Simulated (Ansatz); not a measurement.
## Electronic structure of P in real space

```xyz
4
Lattice="0.3572 0.3572 2.6233 -5.3583 5.3583 0.0000 -2.4114 -2.4114 0.6574" Properties=species:S:1:pos:R:3 pbc="T T T"
P    -3.8200    2.6142    0.1644
P    -0.9622    0.1137    1.4760
P    -3.9497    0.3326    0.4931
P    -6.4503    3.1903    1.8047
```

Space group Cmcm; set up as P, beta-Sn type; a generated structure, not necessarily the stable one; changed on purpose from its base cell (volume × 1.12); computed pressure about −9 GPa in this cell.

These are results of Ansatz, DFT, LDA (PW92), plane waves (420 eV) with PAW, scalar-relativistic, not measurements.

Core electrons are frozen (PAW), and the valence fields are smoothed inside the atomic spheres.

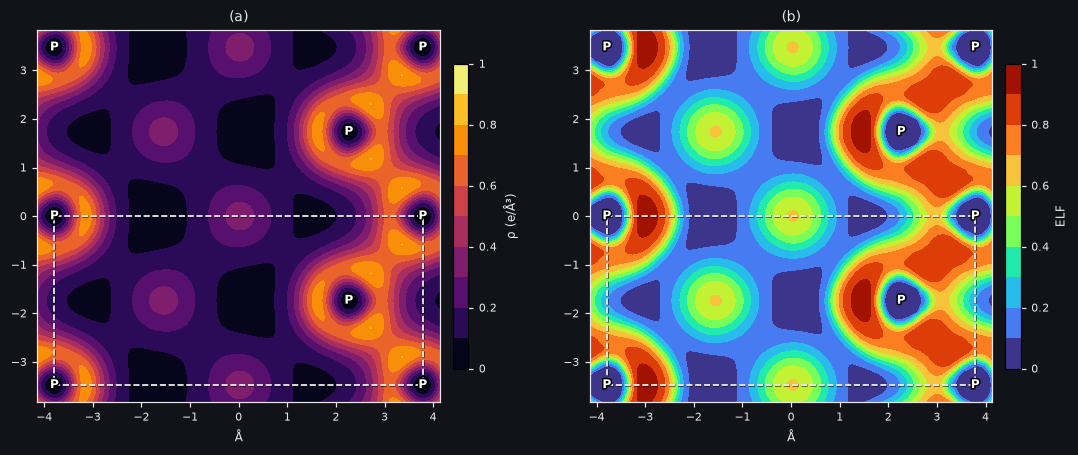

Figure 1. (a) valence electron density; (b) ELF on the (100) plane of the conventional cell.

Q: Read the bonding off the picture.

A: The plane passes through P nuclei. P–P (2.31 Å): ρ at the midpoint is about 0.65 e/Å³; the ELF peaks at about 0.85 between the atoms. Between the atoms the lowest density in this plane is 0.05 e/Å³. The ELF also peaks beside P, away from the bonds: lone-pair regions.

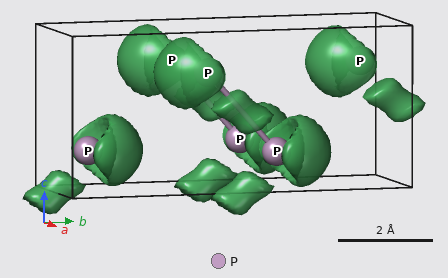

Figure 2. Isosurface of the electron localisation function at 0.8 (green), seen slightly off an axis. Only the valence region is drawn (cores and ρ < 0.01 e/Å³ removed). Sticks mark near contacts.

Q: What do the ELF domains correspond to?

A: The ELF exceeds this value in four regions between bonded P–P atoms and four regions wrapped around P (the valence shell of each), counted in one cell of 4 atoms. Regions shared between cells count once.

Q: Does the calculation make it a metal, or give it a gap?

A: It is metallic or semimetallic at this level of theory: no gap opens.
